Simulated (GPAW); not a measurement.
**Anisotropy of linear V chain, spacing 2.761 A**

Aim: the anisotropy of linear V chain, spacing 2.761 A from the Kohn–Sham states of one collinear run.

Main program and level: GPAW 26.7.0; LDA; plane waves with GPAW's PAW setups, scalar-relativistic.

## (1) Set-up

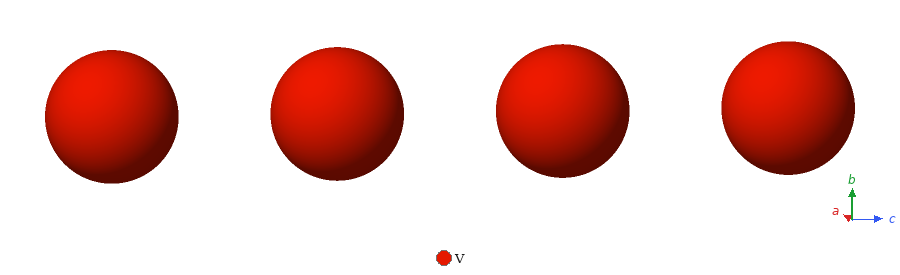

Start, viewed from the side, with the c axis across the page; vanadium red. 1×1×3 cells are drawn. Some periodic images of atoms are drawn too.

The cell holds 1 atom: 1 V. Cell: a = 12.000 Å, b = 12.000 Å, c = 2.761 Å, α = 90.0°, β = 90.0°, γ = 90.0°. model lattice. Vacuum lies along a and b. The structure's axis is c.

The settings of this session are not all sound (see the inputs), so it shows what such settings give, not the properties of the crystal.

## (2) Self-consistent state

All later steps read the density of this run.

The input, order1.py:

```python
import json
import numpy as np
from ase import Atoms
from ase.parallel import paropen, parprint
from gpaw import GPAW

atoms = Atoms(['V'],
    cell=[[12.0, 0.0, 0.0],
         [0.0, 12.0, 0.0],
         [0.0, 0.0, 2.761]],
    scaled_positions=[[0.5, 0.5, 0.0]],
    pbc=True,
    magmoms=[1.5])
atoms.calc = GPAW(mode={'name': 'pw', 'ecut': 550},
    xc='LDA',
    kpts={'size': (1, 1, 10), 'gamma': True},
    occupations={'name': 'fermi-dirac', 'width': 0.1},
    convergence={'density': 0.001, 'energy': 1e-05},
    maxiter=200,
    symmetry={'tolerance': 1e-4},
    txt='order1.txt')
e = atoms.get_potential_energy(force_consistent=True)
res = {'free_energy': e, 'energy_sigma0': atoms.get_potential_energy(), 'fermi_energy': atoms.calc.get_fermi_level()}
res['moments'] = atoms.get_magnetic_moments().tolist()
res['total'] = atoms.get_magnetic_moment()
parprint('site moments (muB):', np.round(res['moments'], 3))
parprint(f"total moment: {res['total']:.3f} muB")
parprint(f'free energy: {e:.6f} eV')
atoms.calc.write('order1.gpw')
with paropen('results.json', 'w') as f:
    json.dump(res, f)
```

On the command line:

```
OMP_NUM_THREADS=1 python3 order1.py > order1.log
```

Log:

```text
site moments (muB): [2.952]
total moment: 4.002 muB
free energy: -4.683238 eV

--- order1.txt ---
Input parameters:
  mode=PW(ecut=550),
  convergence={'density': 0.001, 'energy': 1e-05},
  kpts=MonkhorstPack(size=(1, 1, 10), gamma=True),
  maxiter=200,
  occupations=Occupations(name='fermi-dirac', width=0.1),
  symmetry=Symmetry(tolerance=0.0001),
  xc=XC(name='LDA')

Diagonalizing LCAO Hamiltonian
Converting LCAO to pw mode
        .----------------------------.
       /|                            |
      / |                            |
     /  .----------------------------.
    /  /                            /
   /  /                            /
  /  /                            /
 *  /              V             /
 | /                            /
 |/                            /
 *----------------------------*

Atoms  # Å, Bohr magnetons
|   | symbol |        x |        y |        z |    initial magnetic moments |
|---|--------|----------|----------|----------|-----------------------------|
| 0 |      V | 6.000000 | 6.000000 | 0.000000 | ( 0.0000,  0.0000,  1.5000) |

Unit cell  # Å
| periodic |         x |         y |        z |   lengths |    angles |
|----------|-----------|-----------|----------|-----------|-----------|
|      yes | 12.000000 |  0.000000 | 0.000000 | 12.000000 | 90.000000 |
|      yes |  0.000000 | 12.000000 | 0.000000 | 12.000000 | 90.000000 |
|      yes |  0.000000 |  0.000000 | 2.761000 |  2.761000 | 90.000000 |

Number of symmetries: 16

BZ-sampling:
  Number of BZ points: 10
  Number of IBZ points: 6

  Monkhorst-Pack size: [1, 1, 10]
  Monkhorst-Pack shift: [0.0, 0.0, 0.05]

Plane wave coefficients: 11675
Cutoff: 550.0 eV

Spin-components: 2 (collinear spins)
Bands:           13
Projectors:      6
Spin-degeneracy: 1
Datatype:        complex128

Parallelization:
  kpt:    1
  domain: 1
  band:   1

Density:
  Valence electrons: 13.0
  Components: 2
  Grid points: [70 70 15]
  Charge: 0.0  # |e|

Potential:
  Grid points: [70 70 15]

[... setups left out ...]
Reference energy: -25767.601835  # eV

eigensolver:
  PPCG
  Converge bands: occupied
  niter=2

density mixing:
  MSR1-Mixer
  Pratt-step length: 0.05
  Maximum mixing coefficient: 0.75
  Old densities: 10
  SVD Regularization: 0.005
  Good broyden scale: 1.0
  Trust region scale: 1.0
  Backstep threshold: 4.0
  History deletion threshold: 6.0
  Fourier metric: weight=20.0, sigma=0.015

occupation numbers:
  Fermi-Dirac:
    width: 0.1000  # eV

poisson solver:
  ecut: 4400.0  # eV

xc functional:
  name: None

convergence criteria:
- Maximum integral of absolute [dens]ity change: 0.001 electrons / valence electron
- Maximum [total energy] change in last 3 cyles: 1e-05 eV / valence electron
- Maximum integral of absolute [eigenst]ate change: 4e-08 eV^2 / valence electron
maximum number of iterations: 200

SCF iterations
|iter     |      energy | eigst |  dens |  magmom |
|---------|-------------|-------|-------|---------|
|iter:   1|       0s |   -4.462656 | +0.29 |       |  +1.5048|
|iter:   2|       2s |   -4.298647 | -0.76 | -0.66 |  +1.5746|
|iter:   3|       4s |   -4.252411 | -0.99 | -0.71 |  +2.2422|
|iter:   4|       5s |   -4.556067 | -1.98 | -0.83 |  +3.2224|
|iter:   5|       7s |   -4.628341 | -2.06 | -1.13 |  +4.1000|
|iter:   6|       9s |   -4.629446 | -2.85 | -1.82 |  +3.8868|
|iter:   7|      11s |   -4.630034 | -3.78 | -1.91 |  +3.9562|
|iter:   8|      12s |   -4.629935 | -4.09 | -2.31 |  +3.9923|
|iter:   9|      14s |   -4.629908c| -5.13 | -3.04c|  +3.9993|
|iter:  10|      16s |   -4.629890c| -5.66 | -3.62c|  +4.0020|
|iter:  11|      18s |   -4.629892c| -6.20 | -4.29c|  +4.0018|
|iter:  12|      19s |   -4.629893c| -6.68 | -4.89c|  +4.0017|
|iter:  13|      21s |   -4.629893c| -7.12 | -5.38c|  +4.0017|
|iter:  14|      22s |   -4.629893c| -7.49c| -6.18c|  +4.0017|

Converged in 14 steps
Energy contributions relative to reference atoms: (reference = -25767.601835)

Energy contributions:
  Kinetic:          -2.295153
  Coulomb:           4.844265
  Zero:              0.049966
  External:          0.000000
  Xc:               -7.175626
  Entropy:          -0.106690
  Spinorbit:         0.000000
  ----------------------------
  Free energy:      -4.683238
  Extrapolated:     -4.629893

dipole moment: (0.000000, 0.000000, -6.503888)  # |e|*Ang

Total magnetic moment: (0.000000, 0.000000, 4.001704)

Local magnetic moments
|        x |        y |        z |
|----------|----------|----------|
| 0.000000 | 0.000000 | 2.951907 |  # V    0

Fermi level: -3.394
Eigenvalues  # (at kpt = [0.000, 0.000, 0.000])
| band index |      eig [eV] | occ [0-1] |      eig [eV] | occ [0-1] |
|------------|---------------|-----------|---------------|-----------|
|          0 |       -67.610 |     1.000 |       -64.753 |     1.000 |
|          1 |       -41.801 |     1.000 |       -39.046 |     1.000 |
|          2 |       -41.801 |     1.000 |       -38.920 |     1.000 |
|          3 |       -41.754 |     1.000 |       -38.920 |     1.000 |
|          4 |        -6.641 |     1.000 |        -4.942 |     1.000 |
|          5 |        -4.528 |     1.000 |        -2.422 |     0.000 |
|          6 |        -3.899 |     0.994 |        -1.442 |     0.000 |
|          7 |        -3.899 |     0.994 |        -1.439 |     0.000 |
|          8 |        -2.666 |     0.001 |        -1.351 |     0.000 |
|          9 |        -2.666 |     0.001 |        -1.351 |     0.000 |
|         10 |        -2.274 |     0.000 |        -0.004 |     0.000 |
|         11 |        -2.274 |     0.000 |        -0.004 |     0.000 |
|         12 |         0.128 |     0.000 |         0.295 |     0.000 |

No gap
No difference between direct/indirect transitions
```

Elapsed: 26 s, on 1 MPI rank of Intel Xeon Platinum 8488C (Sapphire Rapids), shared host; peak memory 0.33 GiB.

Spin moment in the augmentation sphere by atom:

```
atom  spin moment in the augmentation sphere (μB)
  V1                                         2.95
```

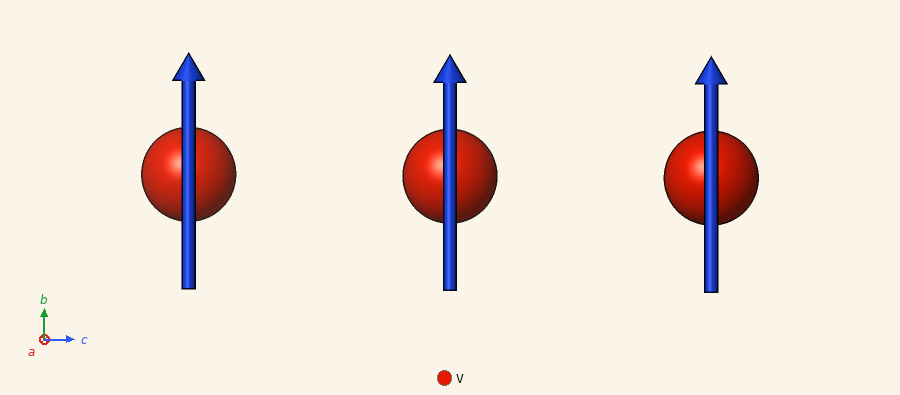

Spin moment in the augmentation sphere as arrows, the longest 2.95 μB. Up and down stand for the sign. Arrows give size and sign along the axis of quantisation, drawn up and down the page. 1×1×2 cells are drawn. Some periodic images of atoms are drawn too.

Numbers from this step:

| Property | Result |
| --- | --- |
| magnetization | 4.002 μB |
| final state | ferromagnetic |

After 14 cycles the largest moment stands at 2.95 μB.

## (3) Non-self-consistent run

The steps that follow sum over empty states, which the ground-state run does not converge; 15 states a spin are converged here at the frozen density and written with their wave functions.

It starts from the saved density of the lowest of the states tried.

The input, nscf.py:

```python
from gpaw import GPAW

calc = GPAW('order1.gpw').fixed_density(
    kpts={'size': (1, 1, 10), 'gamma': True},
    nbands=19,
    convergence={'bands': 15, 'eigenstates': 1e-9},
    eigensolver='ppcg',
    parallel={'domain': 1},
    txt='nscf.txt')
calc.write('nscf.gpw', mode='all')
```

On the command line:

```
OMP_NUM_THREADS=1 python3 nscf.py > nscf.log
```

Log:

```text
Input parameters:
  mode=PW(ecut=550),
  convergence={'bands': 15, 'eigenstates': 1e-09},
  eigensolver=PPCG(niter=2, min_niter=1, max_buffer_mem=209715200, blocksize=None, rr_modulo=5, include_cg=True, promote_inner_dtype=False, tolerances=None),
  gpts=array([70, 70, 15]),
  kpts=MonkhorstPack(size=(1, 1, 10), gamma=True),
  maxiter=200,
  nbands=19,
  occupations=Occupations(name='fermi-dirac', width=0.1),
  parallel={'domain': 1},
  symmetry=Symmetry(tolerance=0.0001),
  xc=XC(name='LDA')
```

It took 42 s on 1 MPI rank; peak memory 0.37 GiB.

## (4) Easy axis by the force theorem

Spin–orbit coupling is added in the basis of the saved states for each direction of the moments. The change in the band energy is the anisotropy energy, with no new self-consistent run.

The input, anisotropy.py:

```python
import json
import numpy as np
from ase.parallel import paropen, parprint
from gpaw import GPAW
from gpaw.spinorbit import soc_eigenstates

calc = GPAW('nscf.gpw')
angles = [[0.0, 0.0], [90.0, 0.0], [90.0, 90.0], [15.0, 0.0], [30.0, 0.0], [45.0, 0.0], [60.0, 0.0], [75.0, 0.0]]  # theta, phi in degrees
res = {'rows': []}
for scale in [1.0]:
    e0 = None
    for theta, phi in angles:
        soc = soc_eigenstates(calc, n2=15, scale=scale, theta=theta, phi=phi)
        e = soc.calculate_band_energy()
        e0 = e if e0 is None else e0
        orbital = soc.get_orbital_magnetic_moments()
        res['rows'].append([scale, theta, phi, 1000 * (e - e0), orbital.tolist()])
        parprint(f'scale {scale} theta {theta:6.1f} phi {phi:6.1f}  dE = {1000 * (e - e0):9.4f} meV  |L| =', np.round(np.linalg.norm(orbital, axis=1), 4))
with paropen('results.json', 'w') as f:
    json.dump(res, f)
```

On the command line:

```
OMP_NUM_THREADS=1 python3 anisotropy.py > anisotropy.log
```

Log:

```text
scale 1.0 theta    0.0 phi    0.0  dE =    0.0000 meV  |L| = [0.1234]
scale 1.0 theta   90.0 phi    0.0  dE =    0.7041 meV  |L| = [0.0529]
scale 1.0 theta   90.0 phi   90.0  dE =    0.7041 meV  |L| = [0.0529]
scale 1.0 theta   15.0 phi    0.0  dE =    0.0469 meV  |L| = [0.12]
scale 1.0 theta   30.0 phi    0.0  dE =    0.1752 meV  |L| = [0.1102]
scale 1.0 theta   45.0 phi    0.0  dE =    0.3511 meV  |L| = [0.0951]
scale 1.0 theta   60.0 phi    0.0  dE =    0.5275 meV  |L| = [0.077]
scale 1.0 theta   75.0 phi    0.0  dE =    0.6569 meV  |L| = [0.0603]
```

Run time: 2.4 s. Hardware: 1 MPI rank; peak memory 0.2 GiB.

Directions, in the order of the table: z (the chain axis); x; y; 0.17 of the way from z (the chain axis) to x; 0.33 of the way from z (the chain axis) to x; 0.50 of the way from z (the chain axis) to x; 0.67 of the way from z (the chain axis) to x; 0.83 of the way from z (the chain axis) to x.

Theta from the Cartesian z axis, phi from x; spin up lies along the direction. Anisotropy, by row:

```
spin-orbit scale  theta (degrees)  phi (degrees)  band energy less the first direction's (meV a cell)  orbital moment of atom 1 along the direction (μB)  sum of orbital moments along the direction (μB a cell)
               1                0              0                                                    0                                            -0.1234                                                 -0.1234
               1               90              0                                               0.7041                                           -0.05291                                                -0.05291
               1               90             90                                               0.7041                                           -0.05293                                                -0.05293
               1               15              0                                               0.0469                                            -0.1187                                                 -0.1187
               1               30              0                                               0.1752                                            -0.1059                                                 -0.1059
               1               45              0                                               0.3511                                           -0.08827                                                -0.08827
               1               60              0                                               0.5275                                           -0.07062                                                -0.07062
               1               75              0                                               0.6569                                           -0.05766                                                -0.05766
```

## (5) Results

| Item | Value |
| --- | --- |
| state | ferromagnetic |
| largest site moment | 2.95 μB |
| spread of the directions' energies | 0.704 meV a cell |
| easiest direction tried | z (the chain axis) |

About the ferromagnetic state the directions differ by 0.704 meV a cell, with z (the chain axis) easiest. The anisotropy comes from the force theorem at a frozen potential; it needs a check on a finer mesh, and shape anisotropy is not in it.

[Logs and program files are shortened in this print: banners, set-up blocks, solver, clock and traceback lines can be left out without a mark of their own.]

[Logs are printed without paths, hosts, clocks, repeated set-up lines and the standing remarks that a program may print on its own settings, such as how far it seeks lower states.]

[Hosts, paths, dates, database ids (printed as entryN), source tags and the programs' standing remarks are cut or masked in the printed files.]

[Where a cell is said to come from a database of computed structures, the database is the Materials Project.]
